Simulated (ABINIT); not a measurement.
# Dielectric calculation of AlN (part 2 of 2)

Continued. System: AlN (2 atoms in the cell). Method: Kohn-Sham DFT of a periodic cell, PBEsol, PseudoDojo NC SR PBEsol v0.4 stringent, no spin polarisation (ABINIT 10.8.3); cutoff 1142.88 eV, 4×4×4 k-mesh, fixed occupations. The structure derives from a Materials Project entry.

Geometry of the input (Å; fractional positions):
```
0.0000  2.0220  2.0220
2.0220  0.0000  2.0220
2.0220  2.0220  0.0000
Al 0.5000  0.5000  0.5000
N  0.0000  0.0000  0.0000
```

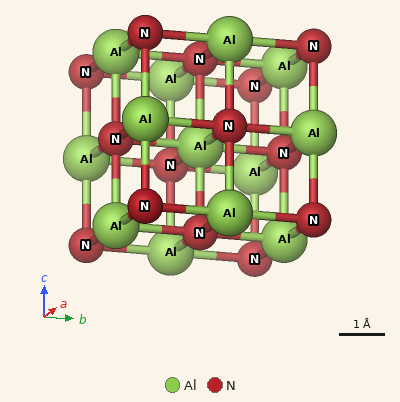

The structure (ball-and-stick view of the cell 4 times as large as that of the calculation, set on its symmetry axes, seen at an oblique angle).

What the program printed, continued
```
 Real(R)+Recip(G) space primitive vectors, cartesian coordinates (Bohr,Bohr^-1):
 R(1)=  0.0000000  3.8209746  3.8209746  G(1)= -0.1308567  0.1308567  0.1308567
 R(2)=  3.8209746  0.0000000  3.8209746  G(2)=  0.1308567 -0.1308567  0.1308567
 R(3)=  3.8209746  3.8209746  0.0000000  G(3)=  0.1308567  0.1308567 -0.1308567
 Unit cell volume ucvol=  1.1157129E+02 bohr^3
 Angles (23,13,12)=  6.00000000E+01  6.00000000E+01  6.00000000E+01 degrees
 setup1 : take into account q-point for computing boxcut.

 getcut: wavevector=  0.0000  0.0000  0.0000  ngfft=  32  32  32
         ecut(hartree)=     42.000   => boxcut(ratio)=   2.02988
--------------------------------------------------------------------------------

 ==>  initialize data related to q vector <==

 The list of irreducible perturbations for this q vector is:
    1)    idir= 1    ipert=   3
    2)    idir= 2    ipert=   3
    3)    idir= 3    ipert=   3

================================================================================

--------------------------------------------------------------------------------
 Perturbation wavevector (in red.coord.)   0.000000  0.000000  0.000000
 Perturbation : derivative vs k along direction   1
 The set of symmetries contains only one element for this perturbation.
 symkpt : not enough symmetry to change the number of k points.

--------------------------------------------------------------------------------

--------------------------------------------------------------------------------

 Initialisation of the first-order wave-functions :
  ireadwf=   0

--- !BeginCycle
iteration_state: {dtset: 2, }
solver: {iscf: -3, nstep: 80, nline: 4, wfoptalg: 0, }
tolerances: {tolwfr: 1.00E-18, }
...

     iter   2DEtotal(Ha)        deltaE(Ha) residm    vres2
-ETOT  1  -16.376647794328     -1.638E+01 4.153E-01 0.000E+00
 ETOT  2  -16.428021721145     -5.137E-02 2.398E-02 0.000E+00
 ETOT  3  -16.428512004394     -4.903E-04 1.321E-04 0.000E+00
 ETOT  4  -16.428519157913     -7.154E-06 8.333E-06 0.000E+00
 ETOT  5  -16.428519288386     -1.305E-07 7.448E-08 0.000E+00
 ETOT  6  -16.428519291096     -2.709E-09 4.909E-09 0.000E+00
 ETOT  7  -16.428519291157     -6.137E-11 5.036E-11 0.000E+00
 ETOT  8  -16.428519291158     -1.453E-12 3.204E-12 0.000E+00
 ETOT  9  -16.428519291158     -4.974E-14 3.642E-14 0.000E+00
 ETOT 10  -16.428519291158      7.105E-15 2.212E-15 0.000E+00
 ETOT 11  -16.428519291158      7.105E-15 2.725E-17 0.000E+00
 ETOT 12  -16.428519291158     -3.553E-15 1.590E-18 0.000E+00
 ETOT 13  -16.428519291158      3.553E-15 9.859E-19 0.000E+00

 At SCF step   13   max residual=  9.86E-19 < tolwfr=  1.00E-18 =>converged.
================================================================================

 ----iterations are completed or convergence reached----

 Mean square residual over all n,k,spin=   50.640E-20; max=  98.587E-20
 dfpt_looppert : ek2=    3.2448354802E+01
          f-sum rule ratio=    1.0014280287E+00 (note : ecutsm/=0)
 Expectation of eigenvalue derivatives (hartree) for nkpt= 128  k points:
  (in case of degenerate eigenvalues, averaged derivative)
 kpt#   1, nband=  4, wtk=  0.00781, kpt= -0.1250 -0.2500  0.0000 (reduced coord)
  -0.05978   -0.16517    0.17470    0.26124
 prteigrs : prtvol=0 or 1, do not print more k-points.

 2DEtotal=   -0.1642851929E+02 Ha. Also 2DEtotal=   -0.447042783881E+03 eV
    (  non-var. 2DEtotal :   -1.6428519290E+01 Ha)

--------------------------------------------------------------------------------
 Perturbation wavevector (in red.coord.)   0.000000  0.000000  0.000000
 Perturbation : derivative vs k along direction   2
 The set of symmetries contains only one element for this perturbation.
 symkpt : not enough symmetry to change the number of k points.

--------------------------------------------------------------------------------

--------------------------------------------------------------------------------

 Initialisation of the first-order wave-functions :
  ireadwf=   0

--- !BeginCycle
iteration_state: {dtset: 2, }
solver: {iscf: -3, nstep: 80, nline: 4, wfoptalg: 0, }
tolerances: {tolwfr: 1.00E-18, }
...

     iter   2DEtotal(Ha)        deltaE(Ha) residm    vres2
-ETOT  1  -16.376647794093     -1.638E+01 4.153E-01 0.000E+00
 ETOT  2  -16.428021720911     -5.137E-02 2.398E-02 0.000E+00
 ETOT  3  -16.428512004159     -4.903E-04 1.321E-04 0.000E+00
 ETOT  4  -16.428519157678     -7.154E-06 8.333E-06 0.000E+00
 ETOT  5  -16.428519288151     -1.305E-07 7.448E-08 0.000E+00
 ETOT  6  -16.428519290861     -2.709E-09 4.909E-09 0.000E+00
 ETOT  7  -16.428519290922     -6.144E-11 5.036E-11 0.000E+00
 ETOT  8  -16.428519290924     -1.435E-12 3.204E-12 0.000E+00
 ETOT  9  -16.428519290924     -2.132E-14 3.642E-14 0.000E+00
 ETOT 10  -16.428519290924      7.105E-15 2.212E-15 0.000E+00
 ETOT 11  -16.428519290924     -2.132E-14 2.725E-17 0.000E+00
 ETOT 12  -16.428519290924      1.066E-14 1.590E-18 0.000E+00
 ETOT 13  -16.428519290924      0.000E+00 9.859E-19 0.000E+00

 At SCF step   13   max residual=  9.86E-19 < tolwfr=  1.00E-18 =>converged.
================================================================================

 ----iterations are completed or convergence reached----

 Mean square residual over all n,k,spin=   50.644E-20; max=  98.587E-20
 dfpt_looppert : ek2=    3.2448354802E+01
          f-sum rule ratio=    1.0014280287E+00 (note : ecutsm/=0)
 Expectation of eigenvalue derivatives (hartree) for nkpt= 128  k points:
  (in case of degenerate eigenvalues, averaged derivative)
 kpt#   1, nband=  4, wtk=  0.00781, kpt= -0.1250 -0.2500  0.0000 (reduced coord)
  -0.29040    0.76509    0.13160    0.16576
 prteigrs : prtvol=0 or 1, do not print more k-points.

 2DEtotal=   -0.1642851929E+02 Ha. Also 2DEtotal=   -0.447042783875E+03 eV
    (  non-var. 2DEtotal :   -1.6428519290E+01 Ha)

--------------------------------------------------------------------------------
 Perturbation wavevector (in red.coord.)   0.000000  0.000000  0.000000
 Perturbation : derivative vs k along direction   3
 The set of symmetries contains only one element for this perturbation.
 symkpt : not enough symmetry to change the number of k points.

--------------------------------------------------------------------------------

--------------------------------------------------------------------------------

 Initialisation of the first-order wave-functions :
  ireadwf=   0

--- !BeginCycle
iteration_state: {dtset: 2, }
solver: {iscf: -3, nstep: 80, nline: 4, wfoptalg: 0, }
tolerances: {tolwfr: 1.00E-18, }
...

     iter   2DEtotal(Ha)        deltaE(Ha) residm    vres2
-ETOT  1  -16.376647793859     -1.638E+01 4.153E-01 0.000E+00
 ETOT  2  -16.428021720676     -5.137E-02 2.398E-02 0.000E+00
 ETOT  3  -16.428512003924     -4.903E-04 1.321E-04 0.000E+00
 ETOT  4  -16.428519157443     -7.154E-06 8.333E-06 0.000E+00
 ETOT  5  -16.428519287917     -1.305E-07 7.448E-08 0.000E+00
 ETOT  6  -16.428519290626     -2.709E-09 4.909E-09 0.000E+00
 ETOT  7  -16.428519290687     -6.138E-11 5.036E-11 0.000E+00
 ETOT  8  -16.428519290689     -1.489E-12 3.204E-12 0.000E+00
 ETOT  9  -16.428519290689     -3.553E-14 3.642E-14 0.000E+00
 ETOT 10  -16.428519290689      0.000E+00 2.212E-15 0.000E+00
 ETOT 11  -16.428519290689     -1.421E-14 2.725E-17 0.000E+00
 ETOT 12  -16.428519290689     -1.066E-14 1.590E-18 0.000E+00
 ETOT 13  -16.428519290689      0.000E+00 9.859E-19 0.000E+00

 At SCF step   13   max residual=  9.86E-19 < tolwfr=  1.00E-18 =>converged.
================================================================================

 ----iterations are completed or convergence reached----

 Mean square residual over all n,k,spin=   50.640E-20; max=  98.587E-20
 dfpt_looppert : ek2=    3.2448354802E+01
          f-sum rule ratio=    1.0014280287E+00 (note : ecutsm/=0)
 Expectation of eigenvalue derivatives (hartree) for nkpt= 128  k points:
  (in case of degenerate eigenvalues, averaged derivative)
 kpt#   1, nband=  4, wtk=  0.00781, kpt= -0.1250 -0.2500  0.0000 (reduced coord)
   0.17509   -0.29996   -0.15315   -0.21350
 prteigrs : prtvol=0 or 1, do not print more k-points.

 2DEtotal=   -0.1642851929E+02 Ha. Also 2DEtotal=   -0.447042783868E+03 eV
    (  non-var. 2DEtotal :   -1.6428519290E+01 Ha)
================================================================================

 ---- first-order wavefunction calculations are completed ----

 Total localisation tensor (bohr^2) in cartesian coordinates
  WARNING : still subject to testing - especially symmetries.
      direction              matrix element
   alpha     beta       real part   imaginary part
     1        1       1.4405969309   -0.0000000000
     1        2       0.7202984655   -0.0000000000
     1        3       0.7202984655   -0.0000000000
     2        1       0.7202984655   -0.0000000000
     2        2       1.4405969309   -0.0000000000
     2        3       0.7202984655   -0.0000000000
     3        1       0.7202984655   -0.0000000000
     3        2       0.7202984655   -0.0000000000
     3        3       1.4405969309   -0.0000000000

 respfn : d/dk was computed, but no 2DTE, so no DDB output.

================================================================================
== DATASET  3 ==================================================================

--- !DatasetInfo
iteration_state: {dtset: 3, }
dimensions: {natom: 2, nkpt: 128, mband: 4, nsppol: 1, nspinor: 1, nspden: 1, mpw: 1456, }
cutoff_energies: {ecut:  42.0, pawecutdg:  -1.0, }
electrons: {nelect:   8.00000000E+00, charge:   0.00000000E+00, occopt:   1.00000000E+00, tsmear:   1.00000000E-02, }
meta: {optdriver: 1, rfelfd: 3, }
...

 mkfilename : getwfk/=0, take file _WFK from output of DATASET   1.

 mkfilename : getddk/=0, take file _1WF from output of DATASET   2.

 Real(R)+Recip(G) space primitive vectors, cartesian coordinates (Bohr,Bohr^-1):
 R(1)=  0.0000000  3.8209746  3.8209746  G(1)= -0.1308567  0.1308567  0.1308567
 R(2)=  3.8209746  0.0000000  3.8209746  G(2)=  0.1308567 -0.1308567  0.1308567
 R(3)=  3.8209746  3.8209746  0.0000000  G(3)=  0.1308567  0.1308567 -0.1308567
 Unit cell volume ucvol=  1.1157129E+02 bohr^3
 Angles (23,13,12)=  6.00000000E+01  6.00000000E+01  6.00000000E+01 degrees
 setup1 : take into account q-point for computing boxcut.

 getcut: wavevector=  0.0000  0.0000  0.0000  ngfft=  32  32  32
         ecut(hartree)=     42.000   => boxcut(ratio)=   2.02988
--------------------------------------------------------------------------------

 ==>  initialize data related to q vector <==

 The list of irreducible perturbations for this q vector is:
    1)    idir= 1    ipert=   4

================================================================================

 The perturbation idir=   2  ipert=   4 is
 symmetric of a previously calculated perturbation.
 So, its SCF calculation is not needed.

 The perturbation idir=   3  ipert=   4 is
 symmetric of a previously calculated perturbation.
 So, its SCF calculation is not needed.

--------------------------------------------------------------------------------
 Perturbation wavevector (in red.coord.)   0.000000  0.000000  0.000000
 Perturbation : homogeneous electric field along direction   1
 The set of symmetries contains only one element for this perturbation.
 symkpt : not enough symmetry to change the number of k points.

--------------------------------------------------------------------------------

--------------------------------------------------------------------------------

 Initialisation of the first-order wave-functions :
  ireadwf=   0

--- !BeginCycle
iteration_state: {dtset: 3, }
solver: {iscf: 7, nstep: 80, nline: 4, wfoptalg: 0, }
tolerances: {tolvrs: 1.00E-09, }
...

     iter   2DEtotal(Ha)        deltaE(Ha) residm    vres2
-ETOT  1  -72.762920907180     -7.276E+01 4.678E+00 5.089E+03
 ETOT  2  -74.201645707580     -1.439E+00 2.332E-01 7.342E+01
 ETOT  3  -74.234003234552     -3.236E-02 3.530E-04 2.080E+00
 ETOT  4  -74.234787816152     -7.846E-04 2.904E-05 2.454E-03
 ETOT  5  -74.234790367224     -2.551E-06 3.277E-07 1.261E-05
 ETOT  6  -74.234790383144     -1.592E-08 1.187E-08 1.324E-06
 ETOT  7  -74.234790383799     -6.554E-10 1.333E-10 1.864E-08
 ETOT  8  -74.234790383809     -1.033E-11 5.384E-12 2.792E-10

 At SCF step    8       vres2   =  2.79E-10 < tolvrs=  1.00E-09 =>converged.
-open ddk wf file :runo_DS2_1WF7
-open ddk wf file :runo_DS2_1WF8
-open ddk wf file :runo_DS2_1WF9
================================================================================

 ----iterations are completed or convergence reached----

 Mean square residual over all n,k,spin=   35.584E-15; max=  53.837E-13

 2DEtotal=   -0.7423479038E+02 Ha. Also 2DEtotal=   -0.202003155402E+04 eV
    (  non-var. 2DEtotal :   -7.4234790339E+01 Ha)
================================================================================

 ---- first-order wavefunction calculations are completed ----

 ==> Compute Derivative Database <==
 The violation of the charge neutrality conditions
 by the effective charges is as follows :
    atom        electric field
 displacement     direction
       1               1       -0.010522        0.000000
       1               2        0.000000        0.000000
       1               3        0.000000        0.000000
       2               1        0.000000        0.000000
       2               2       -0.010522        0.000000
       2               3       -0.000000        0.000000
       3               1       -0.000000        0.000000
       3               2       -0.000000        0.000000
       3               3       -0.010522        0.000000

 Effective charge tensors after
 imposition of the charge neutrality (if requested by user),
 and eventual restriction to some part :
   atom    displacement
         1         1    2.936364E+00   -2.880962E-15   -2.872174E-15
         1         2   -8.260206E-18    2.936364E+00    2.882486E-15
         1         3    8.260206E-18    2.880962E-15    2.936364E+00
         2         1   -2.936364E+00    2.880962E-15    2.872174E-15
         2         2    8.260206E-18   -2.936364E+00   -2.882486E-15
         2         3   -8.260206E-18   -2.880962E-15   -2.936364E+00
 Now, the imaginary part of the dynamical matrix is zeroed

  Dielectric tensor, in cartesian coordinates,
     j1       j2             matrix element
  dir pert dir pert     real part    imaginary part

   1    4   1    4         5.1227994003        -0.0000000000

   2    4   2    4         5.1227994003        -0.0000000000

   3    4   3    4         5.1227994003        -0.0000000000

  Effective charges, in cartesian coordinates,
  (from electric field response)
   if specified in the inputs, charge neutrality has been imposed
     j1       j2             matrix element
  dir pert dir pert     real part    imaginary part

   1    1   1    4         2.9363636614         0.0000000000
   1    2   1    4        -2.9363636614         0.0000000000

   2    1   2    4         2.9363636614         0.0000000000
   2    2   2    4        -2.9363636614         0.0000000000

   3    1   3    4         2.9363636614         0.0000000000
   3    2   3    4        -2.9363636614         0.0000000000

== END DATASET(S) ==============================================================
================================================================================

 -outvars: echo values of variables after computation  --------
            acell      1.0000000000E+00  1.0000000000E+00  1.0000000000E+00 Bohr
           etotal1    -1.2758106587E+01
           etotal2    -1.6428519291E+01
           etotal3    -7.4234790384E+01
            fcart1    -0.0000000000E+00 -0.0000000000E+00 -0.0000000000E+00
                      -0.0000000000E+00 -0.0000000000E+00 -0.0000000000E+00
            fcart3     0.0000000000E+00  0.0000000000E+00  0.0000000000E+00
                       0.0000000000E+00  0.0000000000E+00  0.0000000000E+00
            rprim      0.0000000000E+00  3.8209745967E+00  3.8209745967E+00
                       3.8209745967E+00  0.0000000000E+00  3.8209745967E+00
                       3.8209745967E+00  3.8209745967E+00  0.0000000000E+00
           strten1     1.9090699819E-07  1.9090699819E-07  1.9090699819E-07
                       0.0000000000E+00  0.0000000000E+00  0.0000000000E+00
           strten3     0.0000000000E+00  0.0000000000E+00  0.0000000000E+00
                       0.0000000000E+00  0.0000000000E+00  0.0000000000E+00
           xangst      2.0219726786E+00  2.0219726786E+00  2.0219726786E+00
                       0.0000000000E+00  0.0000000000E+00  0.0000000000E+00
             xred      5.0000000000E-01  5.0000000000E-01  5.0000000000E-01
                       0.0000000000E+00  0.0000000000E+00  0.0000000000E+00
 Calculation completed.
```

File anaddb.abo
```
.Version 10.8.3 of ANADDB
================================================================================

 -outvars_anaddb: echo values of input variables ----------------------

 Flags :
     dieflag         2
 Miscellaneous information :
         asr         1

================================================================================

 read the DDB information and perform some checks

  ==== Info on the Cryst% object ====
 Real(R)+Recip(G) space primitive vectors, cartesian coordinates (Bohr,Bohr^-1):
 R(1)=  0.0000000  3.8209746  3.8209746  G(1)= -0.1308567  0.1308567  0.1308567
 R(2)=  3.8209746  0.0000000  3.8209746  G(2)=  0.1308567 -0.1308567  0.1308567
 R(3)=  3.8209746  3.8209746  0.0000000  G(3)=  0.1308567  0.1308567 -0.1308567
 Unit cell volume ucvol=  1.1157129E+02 bohr^3
 Angles (23,13,12)=  6.00000000E+01  6.00000000E+01  6.00000000E+01 degrees
 Time-reversal symmetry is present
 Reduced atomic positions [iatom, xred, symbol]:
    1)    0.5000000  0.5000000  0.5000000  Al
    2)    0.0000000  0.0000000  0.0000000   N

 DDB file with 3 blocks has been read.

================================================================================

 Dielectric Tensor and Effective Charges

 anaddb : Zero the imaginary part of the Dynamical Matrix at Gamma,
   and impose the ASR on the effective charges

 The violation of the charge neutrality conditions
 by the effective charges is as follows :
    atom        electric field
 displacement     direction
       1               1       -0.010522        0.000000
       1               2       -0.000000        0.000000
       1               3       -0.000000        0.000000
       2               1       -0.000000        0.000000
       2               2       -0.010522        0.000000
       2               3        0.000000        0.000000
       3               1        0.000000        0.000000
       3               2        0.000000        0.000000
       3               3       -0.010522        0.000000

 Effective charge tensors after
 imposition of the charge neutrality (if requested by user),
 and eventual restriction to some part :
   atom    displacement
         1         1    2.936364E+00    5.732255E-17    5.759878E-17
         1         2    5.732255E-17    2.936364E+00   -5.704631E-17
         1         3   -5.732255E-17   -5.732255E-17    2.936364E+00
         2         1   -2.936364E+00   -5.732255E-17   -5.759878E-17
         2         2   -5.732255E-17   -2.936364E+00    5.704631E-17
         2         3    5.732255E-17    5.732255E-17   -2.936364E+00
 Now, the imaginary part of the dynamical matrix is zeroed

================================================================================

 anaddb : the run completed successfully.
```

Key numbers

| quantity | value |
| --- | --- |
| outcome | converged |
| space group (tolerance 0.01 Å) | Fm-3m (225) |
| electrons treated | 8 |
| free energy | −347.1658 eV |
| Fermi energy of the self-consistent step | 9.483 eV |
| pressure | −0.01 GPa |
| largest force (length of the vector) | under 0.001 eV/Å |
| ε∞ (xx, yy, zz) | 5.12, 5.12, 5.12 |
| Born charges (mean of the diagonal) | Al1 (2.94 e); N2 (−2.94 e) |
| wall time | 77 s |
| peak memory | 0.1 GiB |

Remarks

The k-point mesh is coarse for a cell of this size, so the results may not be converged.
